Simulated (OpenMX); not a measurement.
# Energy of Sn along an even scaling of the cell

System: Sn (I4₁/amd, 2 atoms in the cell).
Method: Kohn-Sham DFT of a periodic cell, PBE, OpenMX 2013 PBE set, no spin polarisation (OpenMX 3.8.5).

The 7 runs differ only in the geometry, by an even scaling of the cell at fixed fractional positions. The structure derives from a Materials Project entry.

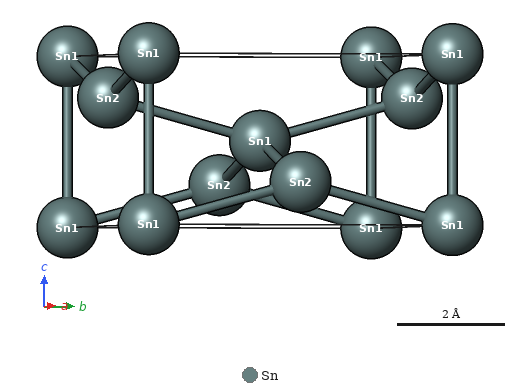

Figure 1. The structure of run 4 (ball-and-stick view of the cell 2 times as large as that of the calculation, set on its symmetry axes, seen at an oblique angle; atoms are numbered from 1 in the order of the input). An atom can appear more than once, as a periodic image.

### Input of run 4
```
System.CurrrentDirectory             ./
System.Name                          Sn
DATA.PATH                            ./DFT_DATA13
level.of.stdout                      1
level.of.fileout                     0
Species.Number                       1
<Definition.of.Atomic.Species
  Sn  Sn7.0-s3p2d1           Sn_PBE13
Definition.of.Atomic.Species>

Atoms.Number                         2
Atoms.SpeciesAndCoordinates.Unit     FRAC
<Atoms.SpeciesAndCoordinates
    1  Sn    0.0000000000    0.0000000000    0.0000000000   7.000  7.000
    2  Sn    0.7500000000    0.2500000000    0.5000000000   7.000  7.000
Atoms.SpeciesAndCoordinates>

Atoms.UnitVectors.Unit               Ang
<Atoms.UnitVectors
    -2.9401404553    2.9401404553    1.5993019889
     2.9401404553   -2.9401404553    1.5993019889
     2.9401404553    2.9401404553   -1.5993019889
Atoms.UnitVectors>

scf.XcType                           GGA-PBE
scf.SpinPolarization                 off
scf.ElectronicTemperature            580.226
scf.energycutoff                     500.0
scf.maxIter                          100
scf.EigenvalueSolver                 band
scf.Kgrid                            9 9 9
scf.Mixing.Type                      rmm-diisk
scf.Init.Mixing.Weight               0.05
scf.Min.Mixing.Weight                0.001
scf.Max.Mixing.Weight                0.3
scf.Mixing.History                   25
scf.Mixing.StartPulay                8
scf.criterion                        1.0e-8
scf.stress.tensor                    on
MD.Type                              nomd
Band.dispersion                      on
Band.Nkpath                          9
<Band.kpath
   12   0.000000  0.000000  0.000000    0.000000  0.000000  0.500000  G X
   12   0.000000  0.000000  0.500000   -0.500000  0.500000  0.500000  X M
   17  -0.500000  0.500000  0.500000    0.000000  0.000000  0.000000  M G
   20   0.000000  0.000000  0.000000    0.323972  0.323972 -0.323972  G Z
   13   0.323972  0.323972 -0.323972    0.250000  0.250000  0.250000  Z P
    9   0.250000  0.250000  0.250000    0.000000  0.500000  0.000000  P N
   10   0.000000  0.500000  0.000000   -0.323972  0.676028  0.323972  N Z1
   11  -0.323972  0.676028  0.323972   -0.500000  0.500000  0.500000  Z1 M
   16   0.000000  0.000000  0.500000    0.250000  0.250000  0.250000  X P
Band.kpath>
```

Command:
```bash
openmx Sn.dat -nt 1 > Sn.std
```

Run 5 has the same physical settings and fractional positions; its lattice vectors (Å) are:
```
  -2.959612    2.959612    1.609894
   2.959612   -2.959612    1.609894
   2.959612    2.959612   -1.609894
```

### Results, with one run withheld

```tsv
run	volume per atom (Å³)	free energy per atom, from the lowest run given (meV)
1	25.991	0.00
2	26.544	7.34
3	27.097	26.16
4	27.650	53.26
5	28.203	?
6	28.756	112.08
7	29.309	136.21
```

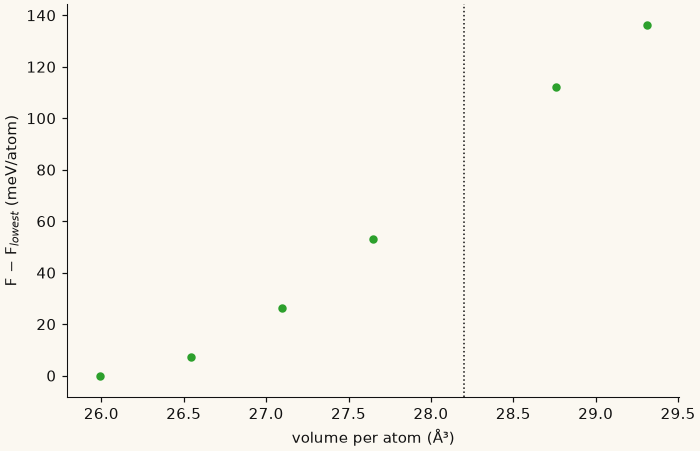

Figure 2. Free energy per atom of the runs given; the dotted line marks run 5.

Estimate the energy of run 5 from the others.

A cubic polynomial in V^(−2/3) (the Birch–Murnaghan form), fitted to the 6 runs given, misses them by at most 0.47 meV per atom. With x = V^(−2/3) − 0.10972 Å⁻², it reads F = 46.421 − 19204 x + 1.0816e+06 x² + 2.061e+08 x³ (meV per atom). At run 5 it gives 83.11 meV per atom, and the run itself gives 83.12. The fit has its minimum at 26.045 Å³ per atom, where V d²F/dV² gives 256 GPa. Cell shape and fractional positions are held, so this is the stiffness under even scaling; the relaxed bulk modulus wasn't computed.

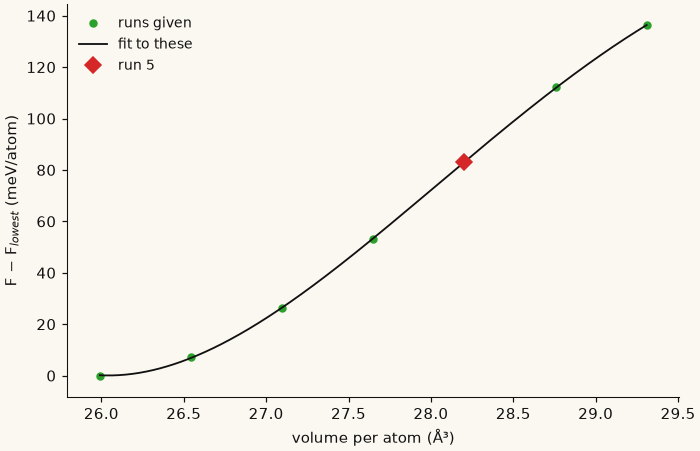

Figure 3. The fit and the withheld run.

### Some lines of the output (run 5)
```
[...]
  Cell_Volume =    380.647781944667 (Bohr^3)
        Total energy (Hartree) at MD = 1
   kloop=0
   kloop=1
   kloop=364
```

Notes: Points of doubt noted for this run: few d functions beyond semicore. With a small basis of atomic orbitals these values can differ much from converged plane-wave results.
